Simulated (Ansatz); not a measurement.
## Mo3HS6: single-point calculation

- system: Mo3HS6 (slab, 10 atoms in the cell)
- method: DFT PBEsol, scalar-relativistic, plane waves, PAW, no spin polarisation (Ansatz 0.2.0)

The structure derives from an entry of the Crystallography Open Database. It belongs to a series of runs on one base structure; here: H lifted by +0.30 A from its best place. Figures and captions count atoms from 1; the log counts them from 0 in places.

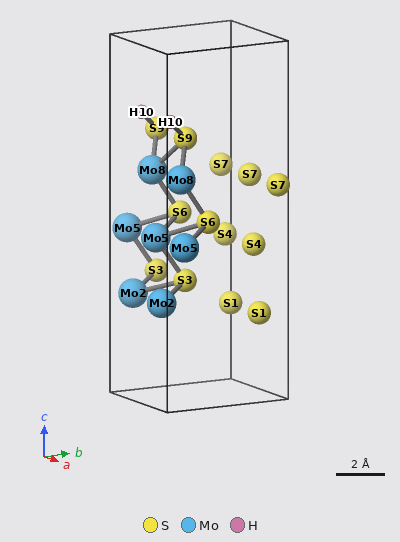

The structure as given in the input (ball-and-stick view of the 2 × 1 repeat of the cell, with the vacuum cut short, seen slightly off an axis; atoms are numbered from 1 in the order of the input). An atom can appear more than once, as a periodic image.

Summary

```csv
quantity,value
outcome,converged
electrons treated,79
free energy,−20021.1315 eV
"work function, top face",3.99 eV
"work function, bottom face",4.96 eV
Fermi energy,0.668 eV
gap on the k-point mesh,none (metallic)
work function (upper face),3.99 eV
largest force (length of the vector),3.987 eV/Å
hardware,"4 threads of Intel Xeon @ 2.50GHz (Skylake/Cascade Lake), 32 GiB of memory available, shared host"
wall time,20 s (CPU time 79 s)
peak memory,1.2 GiB
```

Notes

Warnings of the run: the exchange-correlation potential is rough where the density is thin. The cell holds an odd number of electrons but the run has no spin polarisation, so a band is left half filled.

Input
```yaml
crystal:
  lattice:
    - [3.1204068985, 0.0, 0.0]
    - [-1.5602034492, 6.1523257957, 0.0]
    - [0.0, 0.0, 25.6597815141]
  atoms:
    - { symbol: S, position: [0.8927216587, 0.7854433174, 0.3312576919] }
    - { symbol: Mo, position: [0.532155393, 0.0643107859, 0.3568487551] }
    - { symbol: S, position: [0.1715891272, 0.3431782543, 0.3824398182] }
    - { symbol: S, position: [0.4248770516, 0.8497541032, 0.4354374436] }
    - { symbol: Mo, position: [0.0634283179, 0.1268429315, 0.4560351157] }
    - { symbol: S, position: [0.7047428115, 0.4094654124, 0.4861970894] }
    - { symbol: S, position: [0.9628665561, 0.9257405526, 0.5411345583] }
    - { symbol: Mo, position: [0.6028601598, 0.205722103, 0.5588565878] }
    - { symbol: S, position: [0.1730160878, 0.3460381128, 0.6172031673] }
    - { symbol: H, position: [0.3396827545, 1.1793714461, 0.650864043] }
basis:
  ecutwfc: 420
kpoints:
  mp_grid: { grid: [10, 5, 1] }
hamiltonian:
  xc: pbesol
scf:
  occupations: { method: gaussian, width: 0.1 }
output:
  forces: true
  stress: true
  eigenvalues: true
  write_density: true
  write_potential: true
  elf: true
  volumetric_format: npy
efield:
  axis: 3
  dipole_correction: true
  ramp_width: 0.04
```

Launched with:
```bash
ansatz run input.yaml --threads 4 --pin off --max-ram 10240MiB --backend cpu --events-out ev --progress --plain --runs-dir out
```

Log
```
Engine: ansatz 0.2.0, x86_64-unknown-linux-gnu
Pseudopotentials: kind: paw
Pseudopotential: S, paw, valence charge 6, recommended cutoff 420 eV (normal), S.paw.azcp
Pseudopotential: Mo, paw, valence charge 14, recommended cutoff 420 eV (normal), Mo.paw.azcp
Pseudopotential: H, paw, valence charge 1, recommended cutoff 420 eV (normal), H.paw.azcp
Functional definition: PBEsol
  exchange = pbesol_x
  correlation = pbesol_c
Crystal: 10 atoms, lattice volume = 492.610 Å³
Basis set: ecut = 420 eV, 9633 PW (Γ), exchange–correlation on 48×90×360 points (8 copies of the dense FFT grid, shifted against one another)
Bands: 50, of which v1, the nominal top of the filled ones, is band 40 counted from 1 (39 counted from 0)
Symmetry: 1 space group operations
Space group: P1 (ITA 1), of the structure as read, at distance tolerance 7.9e-5 Å
k-points: 26 of 50 (time reversal used)
Non-local potential: S, projectors of the file, l = 0: 2, l = 1: 2, l = 2: 2
Non-local potential: Mo, projectors of the file, l = 0: 3, l = 1: 2, l = 2: 2, l = 3: 1
Non-local potential: H, projectors of the file, l = 0: 2, l = 1: 1
PAW form: soft (Blöchl's): semilocal exchange-correlation on the pseudo side does not see the compensation charge
PAW frozen core: S, regenerated for the run's functional, and the local potential with it (the file was generated under x = pbe(κ = 0.804, μ = 0.2195149727645171), c = pbe(β = 0.06672455060314922))
PAW frozen core: Mo, regenerated for the run's functional, and the local potential with it (the file was generated under x = pbe(κ = 0.804, μ = 0.2195149727645171), c = pbe(β = 0.06672455060314922))
PAW one-centre angular grid: S, 110 points (default); XC on 64 Gauss nodes
PAW one-centre angular grid: Mo, 590 points (default); XC on 64 Gauss nodes
PAW one-centre angular grid: H, 110 points (default); XC on 64 Gauss nodes
Initial density: superposition of atomic densities (neutral atoms: chi_scale 0, normalization atom), corrected by the library's trained network
Initial wavefunctions: pseudopotential atomic-orbital guess
Functional: x = pbesol(κ = 0.804, μ = 0.12345679012345678), c = pbesol(β = 0.046)
SCF iter   1: F=—  HF=-20021.194559 eV  |F-HF|=—  |Δ(HF+E_count)|=         —  Δρ=7.39e-3  dr2=7.05e-1  ethr=1.77e-3  p=0.087 e·Å  D=3.19e-2 V/Å  ΔV_dip=-0.82 eV  dr2_dipole=1.10e-1  V_vac-E_F(+/−)=3.74/4.55 eV  ⟨swp⟩=8.3  Hψ=6123  notcnv=0
efield: sawtooth ramp at fractional position 0.9711 (placed from the atoms, in the widest stretch of the axis that holds none; the zero of the levels goes with the place), width 0.0400; the density the first Hamiltonian is built on has a dipole p = 0.087 e·Å; the dipole correction subtracts the counter field D = 3.19e-2 V/Å, which shifts the + side's vacuum level by -0.82 eV against the − side's; the planar-averaged density in the ramp window peaks in size at 2.5e-6 e/Å³
preconditioner: auto → LDOS  [insulator: Δε(μ)=0.142 eV  Ē_g=7.498 eV  σ=0.100 eV  W_gap=0.68  n_scr=46 (ndim 8)  ℏωp=12.4 eV  f_vac=0.609  D(μ)=1.02/eV (n_scr^D=4)  ε∞_Penn≈3.7  β→1.0]
SCF iter   2: F=—  HF=-20021.855481 eV  |F-HF|=—  |Δ(HF+E_count)|=   6.61e-1  Δρ=1.97e-2  dr2=2.17e1  ethr=8.93e-4  p=-0.006 e·Å  D=-2.32e-3 V/Å  ΔV_dip=0.06 eV  dr2_dipole=6.70e0  V_vac-E_F(+/−)=5.07/5.01 eV  ⟨swp⟩=3.3  Hψ=2603  notcnv=0  defer=71  recentre
SCF iter   3: F=—  HF=-20021.152316 eV  |F-HF|=—  |Δ(HF+E_count)|=   7.03e-1  Δρ=4.66e-3  dr2=2.86e-1  ethr=8.93e-4  p=0.090 e·Å  D=3.31e-2 V/Å  ΔV_dip=-0.85 eV  dr2_dipole=4.88e-2  V_vac-E_F(+/−)=3.84/4.69 eV  ⟨swp⟩=3.7  Hψ=2671  notcnv=0  defer=40
SCF iter   4: F=—  HF=-20021.136819 eV  |F-HF|=—  |Δ(HF+E_count)|=   1.55e-2  Δρ=1.39e-3  dr2=2.92e-2  ethr=3.62e-4  p=0.102 e·Å  D=3.75e-2 V/Å  ΔV_dip=-0.96 eV  dr2_dipole=1.05e-5  V_vac-E_F(+/−)=3.94/4.91 eV  ⟨swp⟩=1.2  Hψ=1435  notcnv=0  defer=35
SCF iter   5: F=—  HF=-20021.131782 eV  |F-HF|=—  |Δ(HF+E_count)|=   5.04e-3  Δρ=3.72e-4  dr2=2.38e-3  ethr=3.70e-5  p=0.098 e·Å  D=3.59e-2 V/Å  ΔV_dip=-0.92 eV  dr2_dipole=2.71e-4  V_vac-E_F(+/−)=4.01/4.94 eV  ⟨swp⟩=2.0  Hψ=1837  notcnv=0  defer=35
SCF iter   6: F=—  HF=-20021.131525 eV  |F-HF|=—  |Δ(HF+E_count)|=   2.57e-4  Δρ=1.55e-4  dr2=3.64e-4  ethr=3.01e-6  p=0.102 e·Å  D=3.74e-2 V/Å  ΔV_dip=-0.96 eV  dr2_dipole=5.34e-5  V_vac-E_F(+/−)=3.99/4.95 eV  ⟨swp⟩=2.0  Hψ=1906  notcnv=0  defer=38
SCF iter   7: F=—  HF=-20021.131556 eV  |F-HF|=—  |Δ(HF+E_count)|=   3.11e-5  Δρ=5.96e-5  dr2=6.03e-5  ethr=4.61e-7  p=0.102 e·Å  D=3.76e-2 V/Å  ΔV_dip=-0.97 eV  dr2_dipole=3.12e-6  V_vac-E_F(+/−)=3.99/4.95 eV  ⟨swp⟩=2.3  Hψ=1785  notcnv=0  defer=39
SCF iter   8: F=—  HF=-20021.131456 eV  |F-HF|=—  |Δ(HF+E_count)|=   9.97e-5  Δρ=2.62e-5  dr2=4.33e-6  ethr=7.64e-8  p=0.103 e·Å  D=3.78e-2 V/Å  ΔV_dip=-0.97 eV  dr2_dipole=2.20e-7  V_vac-E_F(+/−)=3.99/4.95 eV  ⟨swp⟩=2.2  Hψ=1699  notcnv=0  defer=46
SCF iter   9: F=—  HF=-20021.131459 eV  |F-HF|=—  |Δ(HF+E_count)|=   2.89e-6  Δρ=1.89e-5  dr2=4.78e-6  ethr=5.48e-9  p=0.103 e·Å  D=3.77e-2 V/Å  ΔV_dip=-0.97 eV  dr2_dipole=1.45e-7  V_vac-E_F(+/−)=3.99/4.96 eV  ⟨swp⟩=2.2  Hψ=2173  notcnv=0  defer=46
SCF iter  10: F=—  HF=-20021.131459 eV  |F-HF|=—  |Δ(HF+E_count)|=   4.32e-8  Δρ=6.76e-6  dr2=5.44e-7  ethr=5.48e-9  p=0.103 e·Å  D=3.78e-2 V/Å  ΔV_dip=-0.97 eV  dr2_dipole=5.99e-8  V_vac-E_F(+/−)=3.99/4.96 eV  ⟨swp⟩=2.0  Hψ=1784  notcnv=0  defer=46
SCF iter  11: F=-20021.131459 eV  HF=-20021.131459 eV  |F-HF|=2.69e-8  |Δ(HF+E_count)|=   1.99e-7  Δρ=1.98e-6  dr2=2.12e-8  ethr=1.27e-10  p=0.103 e·Å  D=3.78e-2 V/Å  ΔV_dip=-0.97 eV  dr2_dipole=3.44e-10  V_vac-E_F(+/−)=3.99/4.96 eV  ⟨swp⟩=17.5  Hψ=11147  notcnv=0
SCF 1 converged in 11 iterations: F = -20021.131459 eV  dr2 = 2.12e-8
  greatest PAW one-centre occupation: 0.999 electrons in one spin orbital (limit 2), on the Mo atom at site 7 (counted from 0), in its partial waves of l = 0
```

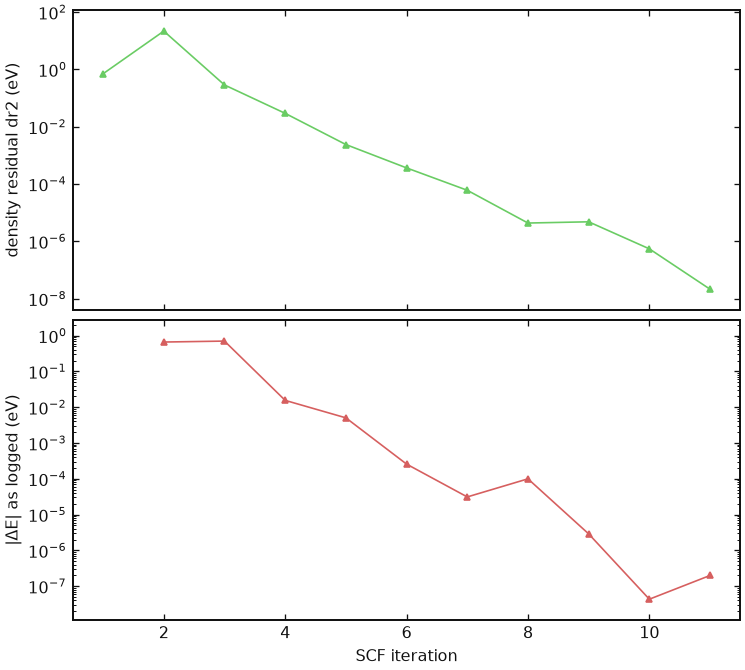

Convergence of the self-consistent field: density residual dr2 and size of the energy change against the SCF iteration. The residual comes down, with one marked jump up, by a factor of about 30, at step 2.

```
WARN: The output density's exchange-correlation potential varies sharply where the density is thin. Do not read a vacuum level from v_tot or v_xc, or from such a field of the output density. On a cell that repeats whose density bears no net charge and no dipole along the vacuum's axis use v_es (v_loc + v_h of the components); under efield.dipole_correction with no amplitude use v_es + v_field, which holds any external_charges[].barrier, or the levels of the report's work_function block, which leave it out; under a non-zero efield.amplitude the vacuum is tilted and has no level; on a cell that repeats and bears such a dipole with no correction it is tilted too, and efield.dipole_correction with no amplitude gives each side of its ramp a level where efield: is served; in a cell that repeats whose density bears a net charge (total_charge, or a fill off its count) it is curved and has none; of a slab under crystal.periodic whose density bears no net charge use v_es, which has a level on each side, short of where the two are joined; of another it falls or rises all the way out and has none; of a slab beside external_charges read slab_vacuum_level instead, which it has where they leave it neutral. The grid or the basis barely resolves most such structure, and the values can differ between equally converged runs; as a rule a tighter scf.convergence.dr2_threshold does not remove it. Where the density itself ripples (under the LDA too) a higher basis.ecutwfc lessens it. The files hold the spikes' plane waves up to the density's cutoff. Files: v_tot_of_output_density and the like, and their columns of v_z.tsv (output.write_potential); v_xc_of_output_density and the like, and their columns of v_comp_z.tsv (output.write_potential_components). Measured: with its Gaussian average of σ = 0.25 Å subtracted twice, the exchange-correlation potential is over 0.1 eV at 656 of the grid points where the equally averaged density (valence and model cores) is under 1e-3 e/Å³, and 0.466 eV at the most among them, at an averaged density of 6.6e-4 e/Å³. The input density's (outcome.potential() and, of a run that writes arrays, v_tot and v_xc) is over 0.1 eV, so measured, at 656 points of its own thin density, 0.466 eV at the most. See output.write_potential in the manual, Limitations
SCF converged after 11 iterations
Free energy (F): -20021.131459 eV
Harris-Foulkes:  -20021.131459 eV  (|F-HF|=2.69e-8)
Internal energy: -20021.122968 eV  (E = F + TS)
E sigma→0 (E₀):  -20021.127214 eV
Entropy (-TS):   -0.008491 eV (-0.849 meV/atom)
Fermi energy:    0.668283 eV
Dipole field:    D = 0.037823 V/Å  (p = 0.102968 e·Å, saw-weighted, corrected)
Work function:   Φ+ = 3.9858 eV   Φ− = 4.9563 eV
Levels:          The Fermi level and band energies are counted from a zero that moves with the ramp; work functions are not
--- Per-component energies (eV) ---
  E_band       = -1273.641836
  E_kinetic    = 1977.419699
  E_local      = -64248.905588  (includes V_loc(G=0)·N_el)
  E_nonlocal   = 608.672589
  E_hartree    = 31035.683221
  E_xc         = -1130.621106
  E_vxc        = -1218.215891  (∫ρ·V_xc dr)
  E_paw        = -12937.126686  (= ΣΔE_a)
  E_vpaw       = -466.102472  (= ΣTr[D̂ρ^β])
  E_aug_tail   = -0.000857  (compensation charges beyond the density's cutoff)
  E_efield     = 0.001947  (sawtooth field / dipole correction)
  E_vefield    = 2.116322  (∫n·V_field dr)
  E_ewald      = 24672.754219
  E_core_change = 0.999594  (= ΣΔE_core)
  E_smearing   = -0.008491  (= −TS)
  E_closure    = 0.000000  (closes the sum)
  Σ components = -20021.131459   (vs F -20021.131459, Δ=0.00e0)
--- Forces (eV/Å), atoms counted from 1 ---
  atom   1  S      0.01072657     1.55001483    -0.55666376
  atom   2  Mo     0.04646674    -2.85387131     2.78314573
  atom   3  S      0.01335272     0.85743563    -1.23973178
  atom   4  S     -0.02946050     0.30165114    -1.20634742
  atom   5  Mo    -0.02534334     0.07323488     0.36778628
  atom   6  S      0.13376227     0.14154521    -0.14304407
  atom   7  S      0.09888451     0.24231708     0.19583738
  atom   8  Mo     0.02596400    -0.93054655    -1.08601071
  atom   9  S      0.47999944    -0.36030553     2.11557813
  atom  10  H     -0.75435730     0.97851190    -1.23055223
  max |Σ_I F_I| component: 1.27e-5 eV/Å
--- Stress (GPa, compression-positive) ---
       -0.355716       0.195137      -0.507525
        0.195137      -0.502679       0.685364
       -0.507525       0.685363      -0.739395
  P = ⅓ Tr σ = -0.5326 GPa (-5.326 kbar)
--- Band table (eV; the first three rows and the last of 26) ---
  k-point 0: bands = ["-60.8977", "-60.7250", "-60.5981", "-35.2060", "-35.0945", "-34.9228", "-34.9148", "-34.8915", "-34.7501", "-34.7157", "-34.7041", "-34.6423", "-14.2704", "-13.8118", "-12.9642", "-12.8182", "-12.6732", "-11.6605", "-6.0691", "-5.9881", "-5.5629", "-5.1528", "-4.6872", "-4.1225", "-3.7062", "-3.2485", "-3.2195", "-3.0994", "-2.6759", "-2.4024", "-2.1213", "-1.5492", "-1.4058", "-1.1536", "-0.9702", "-0.7315", "-0.6118", "-0.3596", "-0.2789", "0.1712", "0.8075", "1.1696", "1.7216", "2.0062", "2.1431", "2.5478", "2.7610", "2.8838", "3.8061", "3.9057"]
  k-point 1: bands = ["-60.8977", "-60.7250", "-60.5981", "-35.2060", "-35.0945", "-34.9228", "-34.9148", "-34.8915", "-34.7501", "-34.7157", "-34.7041", "-34.6423", "-14.2118", "-13.7742", "-13.0053", "-12.8436", "-12.7033", "-11.7286", "-6.1013", "-5.7706", "-5.6334", "-5.0656", "-4.5707", "-4.1327", "-3.6541", "-3.2487", "-3.2384", "-3.0717", "-2.6852", "-2.6252", "-2.0956", "-1.6561", "-1.4561", "-1.3976", "-1.0611", "-0.6824", "-0.5708", "-0.2964", "-0.1503", "0.2212", "0.7570", "1.0989", "1.7624", "1.9644", "2.2073", "2.5247", "2.6896", "2.9474", "3.8280", "4.0260"]
  k-point 2: bands = ["-60.8977", "-60.7250", "-60.5981", "-35.2060", "-35.0945", "-34.9228", "-34.9148", "-34.8915", "-34.7501", "-34.7157", "-34.7041", "-34.6423", "-14.1104", "-13.6490", "-13.2387", "-12.8252", "-12.7011", "-11.8492", "-6.1751", "-5.7599", "-5.1967", "-4.8975", "-4.4379", "-4.2709", "-3.5185", "-3.3298", "-3.2462", "-3.1048", "-3.0128", "-2.6310", "-2.1032", "-1.9428", "-1.4919", "-1.4346", "-1.0889", "-0.7849", "-0.5668", "-0.3264", "0.0220", "0.4021", "0.6850", "0.9597", "1.7752", "1.9036", "2.3405", "2.4856", "2.5999", "3.0185", "3.8922", "4.2014"]
  k-point 25: bands = ["-60.8724", "-60.6981", "-60.5759", "-35.2503", "-35.1757", "-35.1111", "-35.0010", "-34.8924", "-34.8603", "-34.8180", "-34.7514", "-34.6912", "-12.9930", "-12.6344", "-12.4190", "-12.1948", "-12.0603", "-11.1515", "-6.5357", "-6.0031", "-5.8229", "-5.0699", "-4.8735", "-4.4843", "-4.2506", "-3.9217", "-3.9020", "-3.5639", "-3.4041", "-3.1640", "-2.9628", "-2.7530", "-2.5207", "-2.2956", "-2.1048", "-1.3962", "-1.1659", "-0.0082", "0.4150", "0.9704", "1.1078", "1.8521", "2.1043", "2.3927", "2.5541", "2.7802", "2.8858", "3.4827", "3.7555", "4.7276"]
```

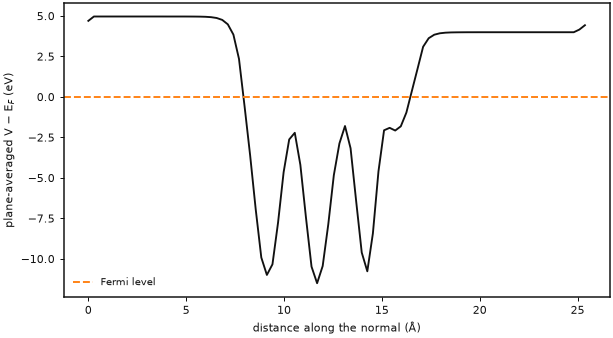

Plane average of the electrostatic potential energy of an electron across the cell, from the Fermi level. The vacuum level lies 3.99 eV above the Fermi level on the upper side and 4.96 eV on the lower.

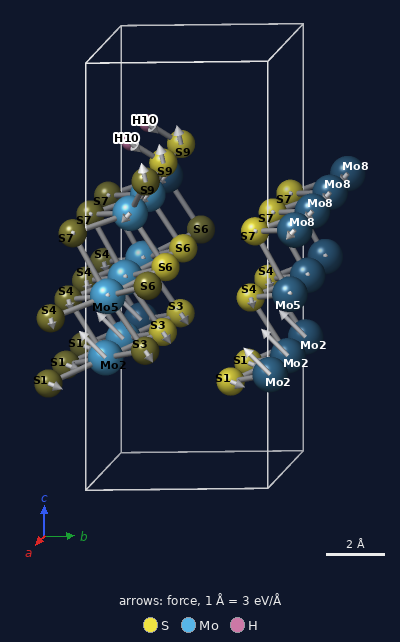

Forces on the atoms as white arrows (ball-and-stick view of the 2 × 1 repeat of the cell, with the vacuum cut short, seen slightly off an axis; neighbours outside the cell are drawn fainter; atoms are numbered from 1 in the order of the input); the smallest are left out. The largest act on Mo2 (3.99 eV/Å); S9 (2.20 eV/Å); H10 (1.74 eV/Å); S1 (1.65 eV/Å), among others. The geometry is not a stationary point of this energy.

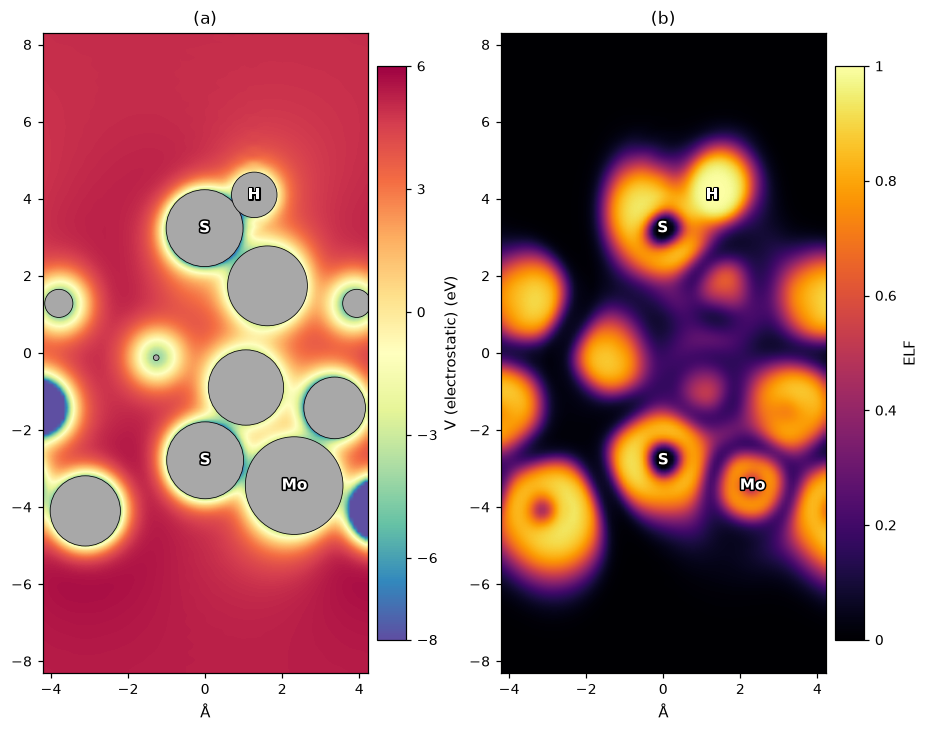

(a) electrostatic potential energy of an electron; (b) electron localisation function on the (110) plane of the calculation cell, a cut from vacuum to vacuum. Grey discs, where drawn, cover atomic cores. Atoms in the plane: Mo, S and H. S–H (1.55 Å): the ELF climbs to about 1 towards the hydrogen, as it does in any bond to H. Mo–S (2.41 Å): the ELF is about 0.35 at the midpoint. The strong features right at Mo lie inside the PAW spheres (semicore, d or f shells) and say nothing about bonding. The fields are those of the smooth PAW valence density.

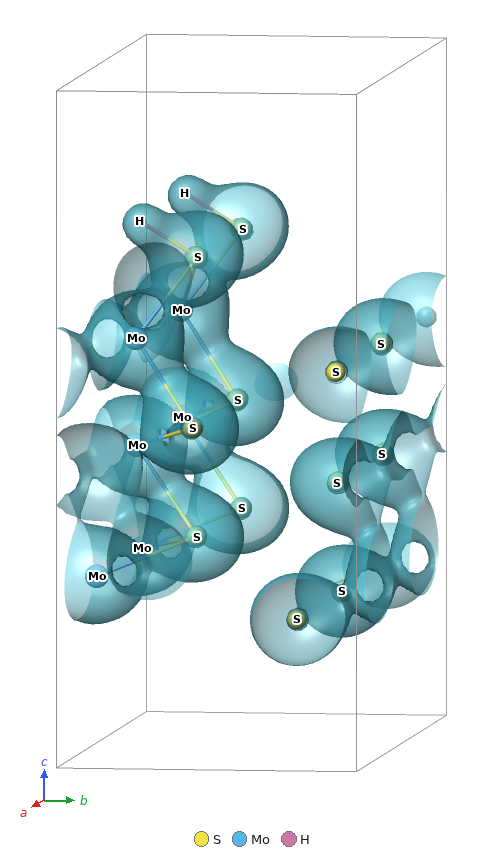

Isosurface of the valence charge density (pseudo) at 0.5 e/Å³ (cyan), seen slightly off an axis. Sticks mark near contacts. At this value the density is joined into chains; it holds about 70 % of the electrons treated as valence (semicore included). On the grid the lowest density along these lines, outside the cores, is 0.95 e/Å³ (S–H, 1.55 Å), 0.82 e/Å³ (Mo–S, 2.25 Å), 0.69 e/Å³ (Mo–S, 2.31 Å) and 0.64 e/Å³ (Mo–S, 2.37 Å).
